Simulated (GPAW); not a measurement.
**Core-hole calculation of the Se K edge in zinc-blende (ZnSe)₁₋ₓ(CdSe)ₓ at x = 0.25**

What does the Se K edge look like in zinc-blende (ZnSe)₁₋ₓ(CdSe)ₓ at x = 0.25?

Calculated with GPAW 26.7.0; X-ray absorption from dipole matrix elements to empty bands, plane-wave PAW LDA.

**1. The structure**

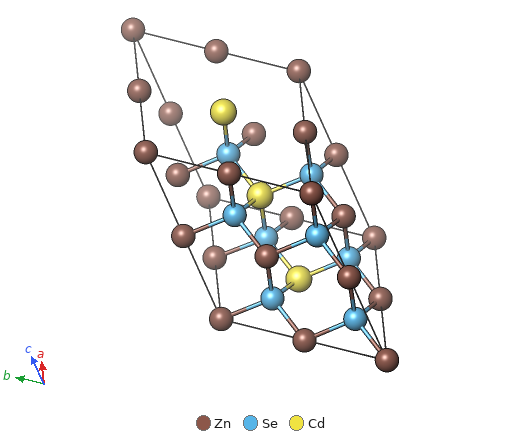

The starting structure, seen from a free direction (zinc brown, selenium blue, cadmium yellow). Bonds to atoms that aren't drawn are left out. Some periodic images of atoms are drawn too.

The cell holds 16 atoms: 6 Zn, 8 Se and 2 Cd. Its edges and angles: a = 8.151 Å, b = 8.151 Å, c = 8.151 Å, α = 60.0°, β = 60.0°, γ = 60.0°. 16-atom zinc-blende cell, 2 of 8 Zn sites taken by Cd at random, lattice constants typed for the ends and interpolated (Vegard).

**2. Relaxation**

The cell was built by hand, so its atoms are relaxed first: near-edge features follow bond lengths closely.

relax.py reads:

```python
import numpy as np
from ase import Atoms
from ase.parallel import parprint, paropen
from gpaw import GPAW, PW, FermiDirac, Mixer, MixerDif, setup_paths
from ase.optimize import BFGS

atoms = Atoms('ZnSeZnSeZnSeZnSeZnSeZnSeCdSeCdSe',
    cell=[[0, 5.7635, 5.7635],
     [5.7635, 0, 5.7635],
     [5.7635, 5.7635, 0]],
    scaled_positions=[[0.001668, 0.999311, 0.001503],
     [0.125934, 0.123497, 0.127184],
     [0.999173, 0.000936, 0.50021],
     [0.127516, 0.12635, 0.626005],
     [0.999808, 0.498178, 0.99858],
     [0.126458, 0.624329, 0.125655],
     [0.002374, 0.497919, 0.500302],
     [0.126855, 0.624473, 0.625087],
     [0.503838, 0.000553, 0.000235],
     [0.622717, 0.124558, 0.126125],
     [0.500142, 0.995895, 0.500125],
     [0.629472, 0.124236, 0.621515],
     [0.502658, 0.493452, 0.999354],
     [0.624668, 0.624548, 0.123399],
     [0.499437, 0.499168, 0.500043],
     [0.627651, 0.625136, 0.623341]],
    pbc=True)
atoms.calc = GPAW(legacy_gpaw=True, mode=PW(400, force_complex_dtype=True), xc='LDA', setups={},
    kpts={'size': (3, 3, 3), 'gamma': True}, occupations=FermiDirac(0.08),
    charge=0, mixer=Mixer(0.1, 5, 50), maxiter=150,
    convergence={'density': 0.0001, 'eigenstates': 1e-6}, txt='relax.txt')
steps = []
opt = BFGS(atoms, logfile='-')
opt.attach(lambda: steps.append([atoms.get_potential_energy(), float(np.linalg.norm(atoms.get_forces(), axis=1).max())]))
done = opt.run(fmax=0.05, steps=30)
out = dict(done=bool(done), steps=steps, frac=atoms.get_scaled_positions().tolist())
import json
with paropen('out.json', 'w') as f:
    json.dump(out, f)
```

Launch:

```bash
> OMP_NUM_THREADS=1 mpirun -n 4 gpaw python relax.py
```

Numbers of over 12 decimals in the logs are rounded to 6 here.

What it wrote:

```text
Input parameters:
  convergence: {density: 0.0001,
                eigenstates: 1e-06}
  kpts: {gamma: True,
         size: (3, 3, 3)}
  maxiter: 150
  mixer: {backend: pulay,
          beta: 0.1,
          method: separate,
          nmaxold: 5,
          weight: 50}
  mode: {ecut: 400.0,
         force_complex_dtype: True,
         name: pw}
  occupations: {fixmagmom: False,
                name: fermi-dirac,
[...]
14 Cd   -0.00115   -0.00305   -0.02138
 15 Se    0.01353   -0.00864   -0.04314
Step     Time          Energy          fmax
BFGS:    0 02:03:59      -57.265988        1.565604
BFGS:    1 02:04:36      -57.419154        1.219921
BFGS:    2 02:05:22      -57.747754        0.187123
BFGS:    3 02:05:54      -57.753435        0.140306
BFGS:    4 02:06:17      -57.755565        0.104038
BFGS:    5 02:06:54      -57.758205        0.078585
BFGS:    6 02:07:17      -57.759283        0.046027
[key lines of the parts left out:]
Converged after 5 iterations.
Dipole moment: (-31.381382, -31.916967, -34.574783) |e|*Ang
Free energy:    -57.759283
Fermi level: 4.02702
```

Elapsed: 4.4 min, on 4 MPI ranks of Arm Neoverse V2, shared host; peak memory 0.38 GiB.

In 6 steps the energy fell by 493 meV (energies extrapolated to zero smearing) and the largest force to 0.046 eV/Å. Atom 14 (Se; the text counts from 1, the script from 0) is among those that moved most, by 0.14 Å.

**3. Ground state of the crystal**

A plain self-consistent run shows whether there is a gap, which decides the set-up of the core-hole run.

scf.py reads:

```python
import numpy as np
from ase import Atoms
from ase.parallel import parprint, paropen
from gpaw import GPAW, PW, FermiDirac, Mixer, MixerDif, setup_paths
from gpaw.test import gen
setup_paths.insert(0, '.')
gen('Se', name='nch1s', xcname='LDA', corehole=(1, 0, 0), write_xml=True)
from gpaw.mpi import world
world.barrier()

atoms = Atoms('ZnSeZnSeZnSeZnSeZnSeZnSeCdSeCdSe',
    cell=[[0, 5.7635, 5.7635],
     [5.7635, 0, 5.7635],
     [5.7635, 5.7635, 0]],
    scaled_positions=[[0.0017035, 0.998953, 0.0014179],
     [0.1271767, 0.124437, 0.1251664],
     [0.0013149, 0.0003193, 0.5004117],
     [0.1263438, 0.1245175, 0.6260092],
     [0.0006432, 0.4985482, 0.0000014],
     [0.1093302, 0.6289401, 0.1304262],
     [0.0032664, 0.498902, 0.499307],
     [0.1093491, 0.6301685, 0.6307277],
     [0.5019575, 0.0000979, 0.9985285],
     [0.6319147, 0.1060288, 0.1315342],
     [0.5001126, 0.9985827, 0.5007443],
     [0.6312906, 0.1075389, 0.6299624],
     [0.4999254, 0.4964452, 0.0000393],
     [0.6370214, 0.6360199, 0.1119],
     [0.5000019, 0.4981989, 0.5000353],
     [0.63919, 0.634872, 0.6122475]],
    pbc=True)
atoms.calc = calc = GPAW(legacy_gpaw=True, mode=PW(400, force_complex_dtype=True), xc='LDA', setups={5: 'nch1s'},
    kpts={'size': (3, 3, 3), 'gamma': True}, occupations=FermiDirac(0.05),
    charge=0, mixer=Mixer(0.1, 5, 50), maxiter=150,
    convergence={'density': 0.0001, 'eigenstates': 1e-6}, txt='scf.txt')
energy = atoms.get_potential_energy() + calc.get_reference_energy()
ef = calc.get_fermi_level()
out = dict(energy=energy, fermi=ef, forces=atoms.get_forces().tolist())
parprint(f'all-electron energy {energy:.4f} eV, Fermi level {ef:.4f} eV')
ev = np.array([[calc.get_eigenvalues(k, s) for k in range(len(calc.get_ibz_k_points()))] for s in range(calc.get_number_of_spins())])
out['homo'], out['lumo'], out['counts'] = ev[ev < ef].max(), ev[ev > ef].min(), sorted(set((ev < ef).sum((0, 2)).tolist()))
out['filled'] = (ev[:, 0] < ef).sum(1).tolist()
import json
with paropen('out.json', 'w') as f:
    json.dump(out, f)
```

Launch:

```bash
> OMP_NUM_THREADS=1 mpirun -n 4 gpaw python scf.py
```

What it wrote:

```text
Input parameters:
  convergence: {density: 0.0001,
                eigenstates: 1e-06}
  kpts: {gamma: True,
         size: (3, 3, 3)}
  maxiter: 150
  mixer: {backend: pulay,
          beta: 0.1,
          method: separate,
          nmaxold: 5,
          weight: 50}
  mode: {ecut: 400.0,
         force_complex_dtype: True,
         name: pw}
  occupations: {fixmagmom: False,
                name: fermi-dirac,
                width: 0.05}
  setups: {5: nch1s}

Initialize ...

[... PAW data sets ...]

Reference energy: -1124936.732644  # eV

Spin-paired calculation

[... convergence settings ...]
Symmetries present (total): 1
  [... symmetry matrices ...]

27 k-points: 3 x 3 x 3 Monkhorst-Pack grid
14 k-points in the irreducible part of the Brillouin zone
       k-points in crystal coordinates                weights
   0:     0.00000000    0.00000000    0.00000000          1/27
   1:     0.00000000    0.00000000    0.33333333          2/27
   2:     0.00000000    0.33333333   -0.33333333          2/27
   3:     0.00000000    0.33333333    0.00000000          2/27
   4:     0.00000000    0.33333333    0.33333333          2/27
   5:     0.33333333   -0.33333333   -0.33333333          2/27
   6:     0.33333333   -0.33333333    0.00000000          2/27
   7:     0.33333333   -0.33333333    0.33333333          2/27
   8:     0.33333333    0.00000000   -0.33333333          2/27
   9:     0.33333333    0.00000000    0.00000000          2/27
          ...
  13:     0.33333333    0.33333333    0.33333333          2/27

Wave functions: Plane wave expansion
  Cutoff energy: 400.000 eV
  Number of coefficients (min, max): 6879, 6975
  Pulay-stress correction: 0.000000 eV/Ang^3 (de/decut=0.000000)
  Using FFTW library
  Wavefunction extrapolation:
    Improved wavefunction reuse through dual PAW basis

Occupation numbers: Fermi-Dirac:
  width: 0.0500  # eV

Eigensolver
   Davidson(niter=2)

Densities:
  Coarse grid: 40*40*40 grid
  Fine grid: 80*80*80 grid
  Total Charge: 0.000000

Density mixing:
  Method: separate
  Backend: pulay
  Linear mixing parameter: 0.1
  old densities: 5
  Width of damping distribution: 1.1
  Damping of long wavelength oscillations: 50

[... Hamiltonian set-up ...]
Number of atoms: 16
Number of atomic orbitals: 104
Number of bands in calculation: 91
Number of valence electrons: 144
Bands to converge: occupied

... initialized

Initializing position-dependent things.

Density initialized from atomic densities
Creating initial wave functions:
  91 bands from LCAO basis set

                          Se Zn

                 Se
                      Cd
                   Se
             Cd         Zn
          Se             Se
                  Zn
                Se
                    Zn
                 Se
        Se Zn
             Zn

Atomic positions and initial magnetic moments

Positions:
   0 Zn     5.765638    0.017990    5.767284    ( 0.0000,  0.0000,  0.0000)
   1 Se     1.438589    1.454379    1.450176    ( 0.0000,  0.0000,  0.0000)
   2 Zn     2.885963    2.891701    0.009419    ( 0.0000,  0.0000,  0.0000)
   3 Se     4.325661    4.336187    1.445839    ( 0.0000,  0.0000,  0.0000)
   4 Zn     2.873391    0.003715    2.877090    ( 0.0000,  0.0000,  0.0000)
   5 Se     4.376608    1.381836    4.255021    ( 0.0000,  0.0000,  0.0000)
   6 Zn     5.753178    2.896582    2.894248    ( 0.0000,  0.0000,  0.0000)
[...]
13 Se     4.310636    4.316408    7.337174    ( 0.0000,  0.0000,  0.0000)
  14 Cd     5.753323    5.763714    5.753130    ( 0.0000,  0.0000,  0.0000)
  15 Se     7.187773    7.212660    7.343056    ( 0.0000,  0.0000,  0.0000)

Unit cell:
           periodic     x           y           z      points  spacing
  1. axis:    yes    0.000000    5.763500    5.763500    40     0.1664
  2. axis:    yes    5.763500    0.000000    5.763500    40     0.1664
  3. axis:    yes    5.763500    5.763500    0.000000    40     0.1664

  Lengths:   8.150820   8.150820   8.150820
  Angles:   60.000000  60.000000  60.000000

Effective grid spacing dv^(1/3) = 0.1815

iter:   1   -59.151587
iter:   2   -59.013555   -0.54  -1.24
iter:   3   -57.832729   -1.31  -1.30
iter:   4   -57.894535   -2.00  -1.61
iter:   5   -57.903864c  -1.90  -1.70
iter:   6   -57.793399   -3.19  -2.26
iter:   7   -57.761684   -2.54  -2.57
iter:   8   -57.759469c  -3.99  -3.16
iter:   9   -57.759110c  -4.92  -3.32
iter:  10   -57.759108c  -5.06  -3.45
iter:  11   -57.759100c  -5.29  -3.78
iter:  12   -57.759046c  -5.40  -3.91
iter:  13   -57.759040c  -6.74c -4.07c

Converged after 13 iterations.

Dipole moment: (-31.383119, -31.918870, -34.577325) |e|*Ang

Energy contributions relative to reference atoms: (reference = -1124936.732644)

Kinetic:        +97.718103
Potential:      -84.975944
External:        +0.000000
XC:             -70.307326
Entropy (-ST):   -0.000054
Local:           -0.193847
SIC:             +0.000000
--------------------------
Free energy:    -57.759067
Extrapolated:   -57.759040

Showing only first 2 kpts
 Kpt  Band  Eigenvalues  Occupancy
  0    70      3.56242    1.99969
  0    71      3.62054    1.99900
  0    72      4.35499    0.00166
  0    73      5.76354    0.00000

  1    70      3.33863    2.00000
  1    71      3.35239    2.00000
  1    72      5.70686    0.00000
  1    73      5.93273    0.00000

Fermi level: 4.00035

Gap: 0.734 eV
Transition (v -> c):
  (s=0, k=0, n=71, [0.00, 0.00, 0.00]) -> (s=0, k=0, n=72, [0.00, 0.00, 0.00])
No difference between direct/indirect transitions

Forces in eV/Ang:
  0 Zn   -0.01147   -0.00317    0.01600
  1 Se   -0.00123   -0.00701   -0.00966
  2 Zn   -0.01150   -0.00438    0.00859
  3 Se   -0.00973   -0.00740   -0.00565
  4 Zn   -0.02169    0.02949    0.01382
  5 Se   -0.00084    0.00991    0.02124
  6 Zn   -0.02364    0.01953   -0.00357
[...]
13 Se    0.00003    0.01103   -0.03285
 14 Cd   -0.00076   -0.00342   -0.01772
 15 Se    0.01193   -0.00703   -0.03588
Scalar-relativistic atomic LDA calculation for Se (Selenium, Z=34)
Core hole in 1s state (1s occupation: 2.0)
600 radial gridpoints.
|------------------------------------------------|
|------------------------------------------------|
[... the atom generator's iteration count ...]

Energy contributions:
-------------------------
Kinetic:    +2473.673807
XC:           -84.568572
Potential:  -4815.191637
-------------------------
Total:      -2426.086403

state      eigenvalue         ekin         rmax
-----------------------------------------------
1s^2.0 :  -458.454063   585.610500        0.029
2s^2.0 :   -58.944272   113.958427        0.165
2p^6.0 :   -51.926385   111.024402        0.132
3s^2.0 :    -7.811225    26.858720        0.503
3p^6.0 :    -5.612216    24.321149        0.500
3d^10.0:    -1.962010    19.216000        0.451
4s^2.0 :    -0.642093     3.714776        1.502
4p^4.0 :    -0.244602     2.288913        1.798
-----------------------------------------------
(units: Bohr and Hartree)

Generating PAW setup
Kinetic energy of the core from tauc = 2487.595922
Cutoffs:
rc(s)=1.600
rc(p)=1.900
rc(d)=1.600
rc(vbar)=1.440
rc(comp)=1.600
rc(nct)=1.900

Kinetic energy of the core states: 2457.088603
Charge: 0.0
Core electrons: 28.0
Valence electrons: 6.0
Pseudo-core charge: 1.089569
Shape function alpha=3.906
Pseudo-electron charge 7.390631
state    eigenvalue         norm
--------------------------------
4s(2) :    -0.642093     1.095786
*s    :     0.357907
4p(4) :    -0.244602     1.027373
*p    :     0.755398
*d    :     0.000000
--------------------------------

Diagonalizing with gridspacing h=0.050

state   all-electron     PAW
-------------------------------
4s:      -0.642093    -0.642657
4p:      -0.244602    -0.244988
*d:                    0.040490
*f:                    0.073581
-------------------------------
all-electron energy -1124994.4917 eV, Fermi level 4.0003 eV
```

The job ended after 65 s (4 MPI ranks; peak memory 0.38 GiB; 4.3 min of CPU time).

The mesh shows a gap of 0.73 eV. The excited electron is kept all the same, so that all members of the series, with or without a gap, are treated alike.

**4. Cell without a hole, the energy reference**

The photon energy needs a difference of total energies, so the cell and mesh of the coming hole run are first run without a hole.

scf.py: that of step 3 with these lines changed.

```diff
@@ -32,3 +32,3 @@
 atoms.calc = calc = GPAW(legacy_gpaw=True, mode=PW(400, force_complex_dtype=True), xc='LDA', setups={5: 'nch1s'},
-    kpts={'size': (3, 3, 3), 'gamma': True}, occupations=FermiDirac(0.05),
+    kpts={'size': (3, 3, 3), 'gamma': True}, occupations=FermiDirac(0.02),
     charge=0, mixer=Mixer(0.1, 5, 50), maxiter=150,
```

What it wrote:

```text
Input parameters:
  convergence: {density: 0.0001,
                eigenstates: 1e-06}
  kpts: {gamma: True,
         size: (3, 3, 3)}
  maxiter: 150
  mixer: {backend: pulay,
          beta: 0.1,
          method: separate,
          nmaxold: 5,
          weight: 50}
  mode: {ecut: 400.0,
         force_complex_dtype: True,
         name: pw}
  occupations: {fixmagmom: False,
                name: fermi-dirac,
[...]
4s(2) :    -0.642093     1.095786
*s    :     0.357907
4p(4) :    -0.244602     1.027373
*p    :     0.755398
*d    :     0.000000
--------------------------------

Diagonalizing with gridspacing h=0.050

state   all-electron     PAW
-------------------------------
4s:      -0.642093    -0.642657
4p:      -0.244602    -0.244988
*d:                    0.040490
*f:                    0.073581
-------------------------------
all-electron energy -1124994.4917 eV, Fermi level 3.9899 eV
[key lines of the parts left out:]
Converged after 13 iterations.
Dipole moment: (-31.383142, -31.918894, -34.577345) |e|*Ang
Free energy:    -57.759061
Fermi level: 3.98992
```

Run time: 65 s. Hardware: 4 MPI ranks; peak memory 0.38 GiB; 4.3 min of CPU time.

Reference energy: -1124994.492 eV with the cores included.

(Continued in part 2 of 2.)

[Banner, clock and machine lines of the logs are left out without a mark of their own.]

[Logs are printed without paths, hosts, clocks, repeated set-up lines and the standing remarks that a program may print on its own settings, such as how far it seeks lower states.]

[Hosts, paths, dates, database ids (printed as entryN), source tags and the programs' standing remarks are cut or masked in the printed files.]

[Lists of maxima count a maximum above −3 eV only where it reaches 4 % of the highest in the window and stands out from its surroundings by 2 % of it (1.5 % where it reaches 55 %); shoulders and weaker maxima are passed over, and of the rest the first, up to two pre-edge ones and the few strongest are named.]
